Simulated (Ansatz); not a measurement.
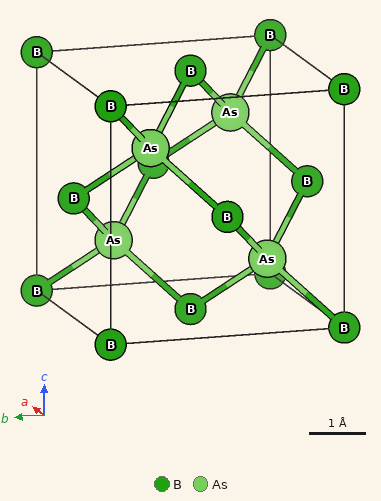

Lattice vibrations of solid BAs relaxed at 40 GPa, space group F-43m (No. 216), at the zone centre. A ball-and-stick model of the conventional cell (4 times the calculation's cell), seen from a free direction. Lengths and directions refer to the drawn axes.

Theory: DFT LDA, scalar-relativistic, plane waves, PAW (Ansatz). Settings: plane-wave cutoff 420 eV; k-point mesh 10 × 10 × 10; occupations fixed; target pressure 40 GPa; no spin polarisation.

Frequencies are those without the non-analytic (LO–TO) term.

Q: List the optical modes.

A: The calculation's cell holds 2 atoms, so there are 3 optical modes, in 1 level. The optical modes span T₂. No level is unstable.

```json
{"level": "1", "symmetry": "T₂", "frequency (cm⁻¹)": "843", "activity": "infrared- and Raman-active"}
```

The modes drawn as arrows (one member of each degenerate set):

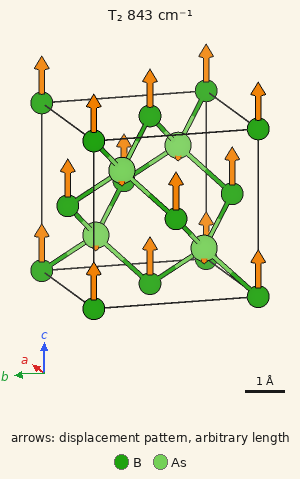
